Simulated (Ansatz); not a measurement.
**Run report: ZnSe, field-gradient calculation**

System: ZnSe (2 atoms in the cell).
Method: DFT, LDA, PAW with Ansatz's default frozen-core files, scalar-relativistic, no spin polarisation (Ansatz 0.2.0).

The structure derives from an entry of the Crystallography Open Database. It belongs to a series of runs on one base structure; here: equal xx and yy strain of +2 %, PAW files. Figures and captions count atoms from 1; the log counts them from 0 in places.

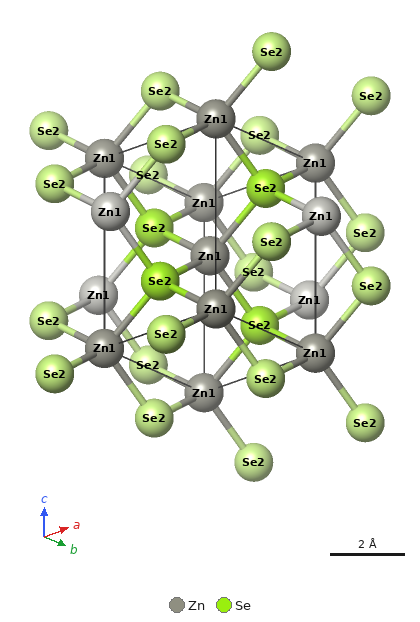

Figure 1. The structure as given in the input (ball-and-stick view of the cell 2 times as large as that of the calculation, set on its symmetry axes, seen at an oblique angle; neighbours outside the cell are drawn fainter; atoms are numbered from 1 in the order of the input). Near neighbours in the crystal (not all of them lie inside the picture): Zn has 4 Se at 2.49 Å; Se has 4 Zn at 2.49 Å.

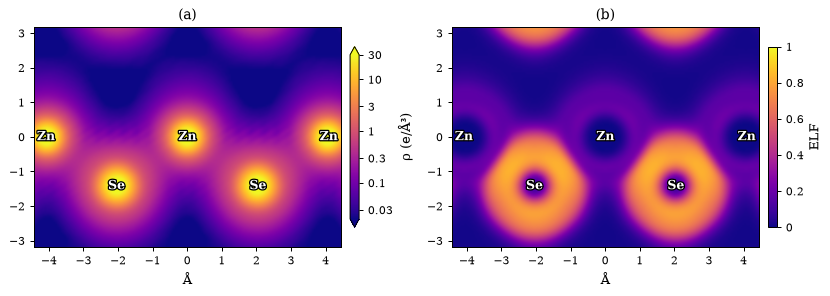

Figure 2. (a) valence charge density (pseudo); (b) electron localisation function on the (100) plane of the conventional cell. Atoms in the plane: Zn and Se. Zn–Se (2.49 Å): ρ is about 0.44 e/Å³ halfway; the ELF is about 0.60 at the midpoint. Away from the nuclei the density in this plane falls to 0.01 e/Å³ at its lowest. The fields are those of the smooth PAW valence density.

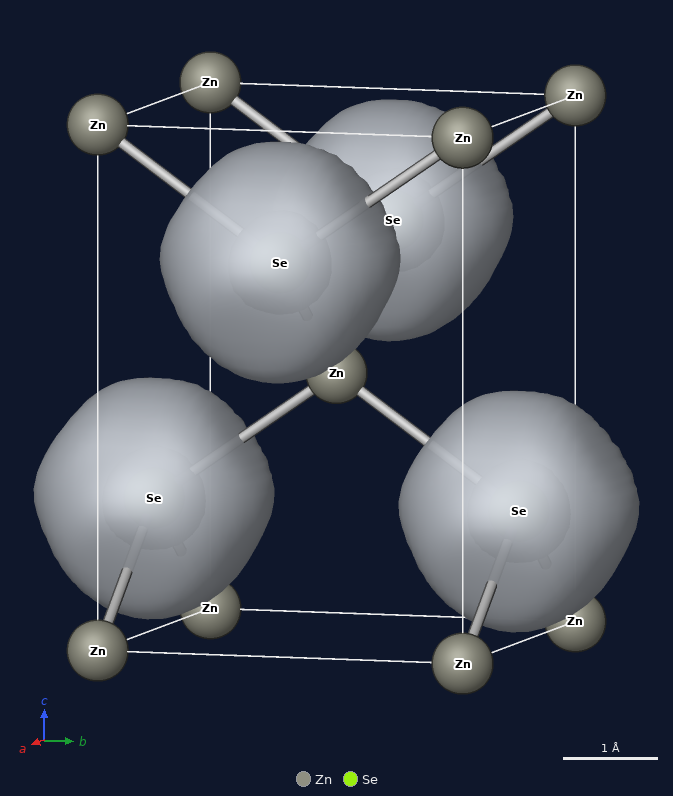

Figure 3. Isosurface of the ELF at 0.65 (grey), seen slightly off an axis. Core shells and regions of very low density are left out. Sticks mark near contacts. The outline is the cell set on symmetry axes. Profiles from the grid: Zn–Se (2.49 Å): the ELF is about 0.60 at the midpoint.

The input that produced these results follows, with the program's output.

The input
```yaml
crystal:
  lattice:
    - [0.0, 2.890476, 2.8338]
    - [2.890476, 0.0, 2.8338]
    - [2.890476, 2.890476, 0.0]
  atoms:
    - { symbol: Zn, position: [0.0, 0.0, 0.0] }
    - { symbol: Se, position: [0.75, 0.75, 0.75] }
kpoints:
  mp_grid: { grid: [8, 8, 8] }
scf:
  occupations: { method: fermi_dirac, width: 0.03 }
hamiltonian:
  xc: lda
  pseudopotentials: { kind: paw }
output:
  forces: true
  stress: true
  eigenvalues: true
  efg: { contact_densities: true }
  write_density: true
  write_potential: true
  elf: true
  volumetric_format: npy
```

Launched with:
```bash
ansatz run input.yaml --threads 1 --pin off --max-ram 3072MiB --backend cpu --events-out ev --progress --plain --runs-dir out
```

Log
```
Engine: ansatz 0.2.0, aarch64-unknown-linux-gnu
Pseudopotentials: kind: paw
Pseudopotential: Zn, paw, valence charge 12, recommended cutoff 420 eV (normal), Zn.paw.azcp
Pseudopotential: Se, paw, valence charge 16, recommended cutoff 420 eV (normal), Se.paw.azcp
Functional definition: SPW92
  exchange = slater_x
  correlation = pw_c
Crystal: 2 atoms, lattice volume = 47.352 Å³
Basis set: ecut = 420 eV, 925 PW (Γ)
Bands: 18, of which v1, the nominal top of the filled ones, is band 14 counted from 1 (13 counted from 0)
Symmetry: 8 space group operations
Space group: I-4m2 (ITA 119), of the structure as read, at distance tolerance 3.6e-5 Å
k-points: 59 of 512 (time reversal used)
Non-local potential: Zn, projectors of the file, l = 0: 2, l = 1: 2, l = 2: 3, l = 3: 1
Non-local potential: Se, projectors of the file, l = 0: 2, l = 1: 2, l = 2: 3, l = 3: 1
PAW form: soft (Blöchl's): semilocal exchange-correlation on the pseudo side does not see the compensation charge
PAW frozen core: Zn, regenerated for the run's functional, and the local potential with it (the file was generated under x = pbe(κ = 0.804, μ = 0.2195149727645171), c = pbe(β = 0.06672455060314922))
PAW frozen core: Se, regenerated for the run's functional, and the local potential with it (the file was generated under x = pbe(κ = 0.804, μ = 0.2195149727645171), c = pbe(β = 0.06672455060314922))
PAW one-centre angular grid: Zn, 590 points (default); XC on 64 Gauss nodes
PAW one-centre angular grid: Se, 590 points (default); XC on 64 Gauss nodes
Initial density: superposition of atomic densities (neutral atoms: chi_scale 0, normalization atom), corrected by the library's trained network
Initial wavefunctions: pseudopotential atomic-orbital guess
Functional: x = slater, c = lda
SCF iter   1: F=—  HF=-8630.774268 eV  |F-HF|=—  |Δ(HF+E_count)|=         —  Δρ=5.28e-3  dr2=8.66e-3  ethr=1.77e-3  ⟨swp⟩=6.0  Hψ=5406  notcnv=0
preconditioner: auto → none  [insulator: Δε(μ)=0.788 eV  Ē_g=11.654 eV  σ=0.030 eV  W_gap=1.00  n_scr=14 (ndim 8)  ℏωp=22.9 eV  f_vac=0.132  D(μ)=0.00/eV (n_scr^D=0)  ε∞_Penn≈4.9]
SCF iter   2: F=—  HF=-8630.771589 eV  |F-HF|=—  |Δ(HF+E_count)|=   2.68e-3  Δρ=2.06e-3  dr2=9.27e-4  ethr=3.09e-5  ⟨swp⟩=2.0  Hψ=2240  notcnv=0
SCF iter   3: F=—  HF=-8630.771472 eV  |F-HF|=—  |Δ(HF+E_count)|=   1.16e-4  Δρ=1.21e-3  dr2=2.96e-4  ethr=3.31e-6  ⟨swp⟩=2.0  Hψ=1394  notcnv=0
SCF iter   4: F=—  HF=-8630.771437 eV  |F-HF|=—  |Δ(HF+E_count)|=   3.54e-5  Δρ=3.62e-4  dr2=5.98e-5  ethr=1.06e-6  ⟨swp⟩=2.0  Hψ=1534  notcnv=0
SCF iter   5: F=—  HF=-8630.771405 eV  |F-HF|=—  |Δ(HF+E_count)|=   3.16e-5  Δρ=2.47e-5  dr2=4.36e-7  ethr=2.14e-7  ⟨swp⟩=2.0  Hψ=1534  notcnv=0
SCF iter   6: F=-8630.771405 eV  HF=-8630.771405 eV  |F-HF|=3.70e-9  |Δ(HF+E_count)|=   1.06e-7  Δρ=5.82e-6  dr2=7.49e-9  ethr=3.57e-10  ⟨swp⟩=8.9  Hψ=7660  notcnv=0
SCF 1 converged in 6 iterations: F = -8630.771405 eV  dr2 = 7.49e-9
  greatest PAW one-centre occupation: 1.000 electrons in one spin orbital (limit 2), on the Se atom at site 1 (counted from 0), in its partial waves of l = 2
SCF converged after 6 iterations
Free energy (F): -8630.771405 eV
Harris-Foulkes:  -8630.771405 eV  (|F-HF|=3.70e-9)
Internal energy: -8630.771405 eV  (E = F + TS)
E sigma→0 (E₀):  -8630.771405 eV
Fermi energy:    6.387618 eV
--- Per-component energies (eV) ---
  E_band       = -406.003342
  E_kinetic    = 249.847734
  E_local      = -4462.579894  (includes V_loc(G=0)·N_el)
  E_nonlocal   = 28.147293
  E_hartree    = 2057.772040
  E_xc         = -238.305155
  E_vxc        = -151.018039  (∫ρ·V_xc dr)
  E_paw        = -3584.014332  (= ΣΔE_a)
  E_vpaw       = -185.944258  (= ΣTr[D̂ρ^β])
  E_aug_tail   = -0.000942  (compensation charges beyond the density's cutoff)
  E_ewald      = -2685.412654
  E_core_change = 3.774504  (= ΣΔE_core)
  E_smearing   = -0.000000  (= −TS)
  E_closure    = -0.000000  (closes the sum)
  Σ components = -8630.771405   (vs F -8630.771405, Δ=0.00e0)
--- Forces (eV/Å), atoms counted from 1 ---
  atom   1  Zn    -0.00000000     0.00000000    -0.00000000
  atom   2  Se     0.00000000     0.00000000     0.00000000
  max |Σ_I F_I| component: 9.71e-17 eV/Å
--- Stress (GPa, compression-positive) ---
       -5.662133       0.000000       0.000000
        0.000000      -5.662133       0.000000
        0.000000       0.000000      -4.889121
  P = ⅓ Tr σ = -5.4045 GPa (-54.045 kbar)
--- PAW observables at the nuclei: V_zz in 10²¹ V/m², potentials from the cell's mean, atoms counted from 1 ---
  atom   1  Zn V_zz =    +0.330554   η = 0.0000   by run symmetry: allowed
            electrostatic potential = -3941.327617 V   contact ρ = 165744.022693 e/Å³
  atom   2  Se V_zz =    -0.823581   η = 0.0000   by run symmetry: allowed
            electrostatic potential = -4708.827229 V   contact ρ = 261620.590053 e/Å³
--- Band table (eV; the first three rows and the last of 59) ---
  k-point 0: bands = ["-41.0545", "-41.0515", "-41.0515", "-41.0506", "-41.0467", "-7.1511", "-0.6018", "-0.6018", "-0.5940", "-0.2753", "-0.2723", "5.9009", "5.9009", "5.9694", "6.7990", "11.6417", "11.6533", "11.6533"]
  k-point 1: bands = ["-41.0545", "-41.0515", "-41.0515", "-41.0506", "-41.0467", "-7.0578", "-0.5916", "-0.5878", "-0.5808", "-0.2761", "-0.2739", "4.5604", "5.7528", "5.8100", "7.8619", "11.5239", "11.8880", "11.8976"]
  k-point 2: bands = ["-41.0545", "-41.0514", "-41.0514", "-41.0505", "-41.0467", "-6.8168", "-0.5575", "-0.5512", "-0.5309", "-0.2737", "-0.2735", "2.9040", "5.4356", "5.5161", "8.3773", "12.1585", "12.2218", "12.3422"]
  k-point 58: bands = ["-41.0547", "-41.0512", "-41.0512", "-41.0504", "-41.0468", "-6.1648", "-0.5504", "-0.3773", "-0.3773", "-0.2291", "-0.0951", "1.3458", "3.7952", "3.7952", "8.7694", "9.1232", "16.2535", "16.7252"]
```

File rho_z.tsv
```
# z_ang	rho[e/angstrom^3]
# format = ansatz-planar-average/11
# lattice	0.000000000	2.890476000	2.833800000
# lattice	2.890476000	0.000000000	2.833800000
# lattice	2.890476000	2.890476000	0.000000000
# sites	2
# site	30	0.000000000	0.000000000	0.000000000
# site	34	4.335714000	4.335714000	4.250700000
0.000000	1.256113e0
0.136258	1.107227e0
0.272517	8.137602e-1
0.408775	5.260653e-1
0.545033	3.272839e-1
0.681292	2.133955e-1
0.817550	1.508758e-1
0.953808	1.144785e-1
1.090067	9.318500e-2
1.226325	8.253518e-2
1.362583	7.969589e-2
1.498842	8.322608e-2
1.635100	9.230785e-2
1.771358	1.072421e-1
1.907617	1.282917e-1
2.043875	1.559723e-1
2.180134	1.963307e-1
2.316392	2.631658e-1
2.452650	3.788652e-1
2.588909	5.722288e-1
2.725167	8.542801e-1
2.861425	1.173580e0
2.997684	1.405541e0
3.133942	1.433283e0
3.270200	1.259864e0
3.406459	1.013615e0
3.542717	8.444961e-1
3.678975	8.383172e-1
3.815234	9.888594e-1
3.951492	1.185418e0
```

Summary

- outcome: converged
- space group (tolerance 0.01 Å): I-4m2 (119)
- electrons treated: 28
- free energy: −8630.7714 eV
- Fermi energy: 6.388 eV
- pressure: −5.40 GPa
- field gradient V_zz (10²¹ V/m²): Zn 0.33, Se −0.82
- largest force (length of the vector): under 0.001 eV/Å
- hardware: 1 thread of Arm Neoverse V1, 24 GiB of memory available, shared host
- wall time: 8.6 s
- peak memory: 0.4 GiB

The cell is under a tension of 5.4 GPa at this level, so it is not at its equilibrium volume.
